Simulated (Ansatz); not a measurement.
System: CdTe (slab).

The calculation's input:

```
crystal:
  lattice:
    - [4.5886583505, 0.0, 0.0]
    - [0.0, 6.4893428723, 0.0]
    - [0.0, 0.0, 26.4716458762]
  atoms:
    - { symbol: Cd, position: [0.5, 0.5, 0.2833220131] }
    - { symbol: Te, position: [0.0, 0.75, 0.2833220131] }
    - { symbol: Cd, position: [0.0, 0.0, 0.3699932079] }
    - { symbol: Te, position: [0.5, 0.25, 0.3699932079] }
    - { symbol: Cd, position: [0.5, 0.5, 0.4566644026] }
    - { symbol: Te, position: [0.0, 0.75, 0.4566644026] }
    - { symbol: Cd, position: [0.0, 0.0, 0.5433355974] }
    - { symbol: Te, position: [0.5, 0.25, 0.5433355974] }
    - { symbol: Cd, position: [0.5, 0.5, 0.6300067921] }
    - { symbol: Te, position: [0.0, 0.75, 0.6300067921] }
    - { symbol: Cd, position: [0.0, 0.0, 0.7166779869] }
    - { symbol: Te, position: [0.5, 0.25, 0.7166779869] }
basis:
  ecutwfc: 420
kpoints:
  mp_grid: { grid: [6, 4, 1] }
hamiltonian:
  xc: pbesol
scf:
  occupations: { method: gaussian, width: 0.05 }
output:
  forces: true
  eigenvalues: true
  write_density: true
  write_potential: true
  elf: true
  volumetric_format: npy
relax:
  adjacent_minimum: "off"
  f_tol: 0.02
  max_steps: 60
efield:
  axis: 3
  dipole_correction: true
```

Command:

```sh
ansatz run input.yaml --threads 2 --pin off --max-ram 5120MiB --backend cpu --events-out ev --progress --plain --runs-dir out
```

The fields are those of the relaxed geometry.

Level of theory: DFT PBEsol, scalar-relativistic, plane waves, PAW in Ansatz.

Q: Predict the valence pseudo-density and electron localisation function between the atoms.

A: Cd–Te (2.78 Å): ρ is about 0.36 e/Å³ halfway; the ELF is about 0.50 at the midpoint.
Cd–Te (2.80 Å): the density is about 0.36 e/Å³ at the midpoint; the ELF is about 0.50 at the midpoint.

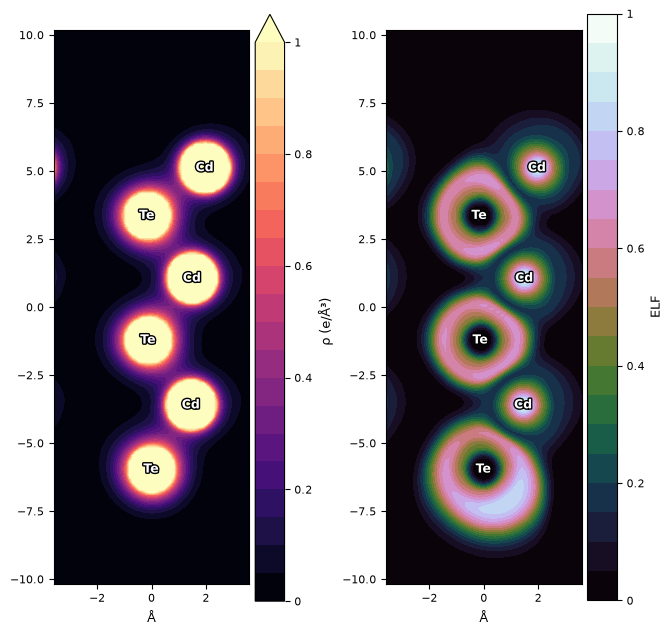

Computed valence pseudo-density and electron localisation function on the (100) plane of the calculation cell, a cut from vacuum to vacuum, in this order. 

In a PAW calculation such maps are meaningful between the atoms, not at the nuclei.
